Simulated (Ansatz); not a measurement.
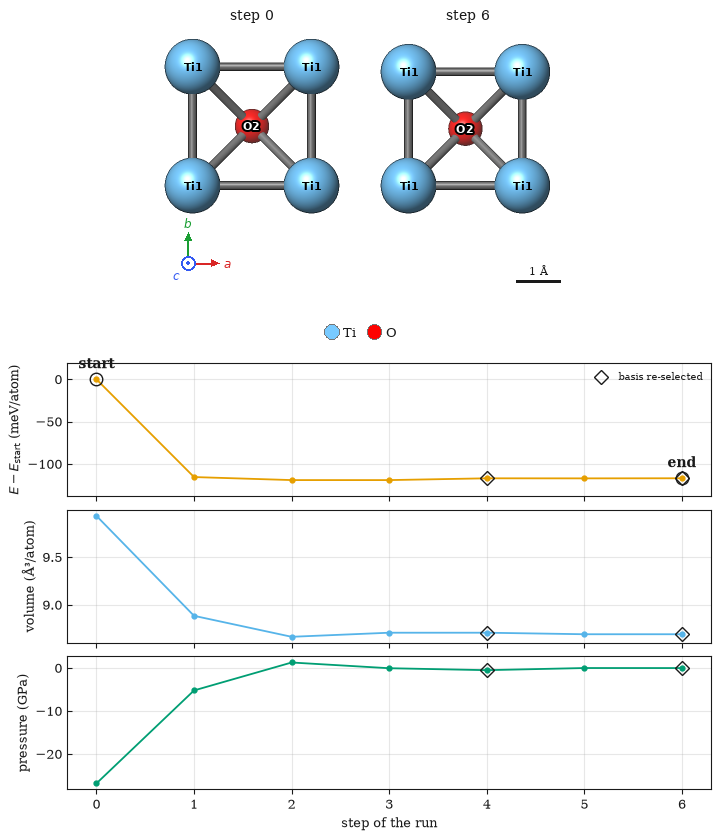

First and last geometry of a relaxation of crystalline TiO (a generated structure, set up in Pm-3m), with the history of the run. A ball-and-stick model of the cell of the calculation, seen along the c axis.

The run lets cell and atoms move.

Level of theory: Kohn-Sham DFT of a periodic cell, HSEsol, Ansatz PAW in Ansatz 0.2.0.

Input
```yaml
crystal:
  lattice:
    - [2.70834008, 0.0, 0.0]
    - [0.0, 2.70834008, 0.0]
    - [0.0, 0.0, 2.70834008]
  atoms:
    - { symbol: Ti, position: [0.0, 0.0, 0.0] }
    - { symbol: O, position: [0.5, 0.5, 0.5] }
hamiltonian:
  xc:
    exchange: hjs_pbesol
    correlation: pbesol
    exx: { coeff: 0.25, omega: 0.207 }
  pseudopotentials: { kind: paw }
kpoints:
  mp_grid: { grid: [5, 5, 5] }
scf:
  occupations: { method: fermi_dirac, width: 0.05 }
output:
  forces: true
  stress: true
  eigenvalues: true
relax:
  f_tol: 0.01
  max_steps: 40
  cell: { stress_tol: 0.05 }
```

Run as
```bash
ansatz run input.yaml --threads 2 --pin off --max-ram 5632MiB --backend cpu --events-out ev --progress --plain --runs-dir out
```

Question: Did the run converge, and what did it change?

Answer: It converged. The energy falls by 117 meV per atom in 4 accepted moves (6 points after the start). All forces vanish by symmetry, so only the cell relaxes. Pressure: −26.83 GPa at the start and 0.00 GPa at the end. The SCF was repeated twice at an unchanged geometry on a basis and grid sized afresh for the cell, which shifted the energy by 2.1 meV per atom at most. No atom moves by more than 0.005 Å relative to the cell. The drawn cell changes as follows: a = b = c 2.708 → 2.591 Å (−4.3 %); the volume changes by −12.5 %. Near-neighbour distances that change, for instance: Ti1–Ti1 2.708 → 2.591 Å, Ti1–O2 2.345 → 2.244 Å. The space group stays Pm-3m (No. 221). Cost: 44 s on 2 threads of Arm Neoverse V1, on a shared host, peak memory 0.62 GiB.

| step | E − E(0), meV/atom | pressure, GPa | volume, Å³/atom | note |
| --- | --- | --- | --- | --- |
| 0 | 0.00 | -26.83 | 9.933 |  |
| 1 | -115.37 | -5.21 | 8.886 |  |
| 2 | -118.95 | 1.29 | 8.666 |  |
| 3 | -118.96 | -0.04 | 8.709 |  |
| 4 | -116.85 | -0.50 | 8.709 | same geometry, new basis |
| 5 | -116.93 | 0.00 | 8.693 |  |
| 6 | -116.80 | 0.00 | 8.693 | same geometry, new basis |

Limits of the set-up: the k-point mesh is coarse for a cell with partly filled bands.
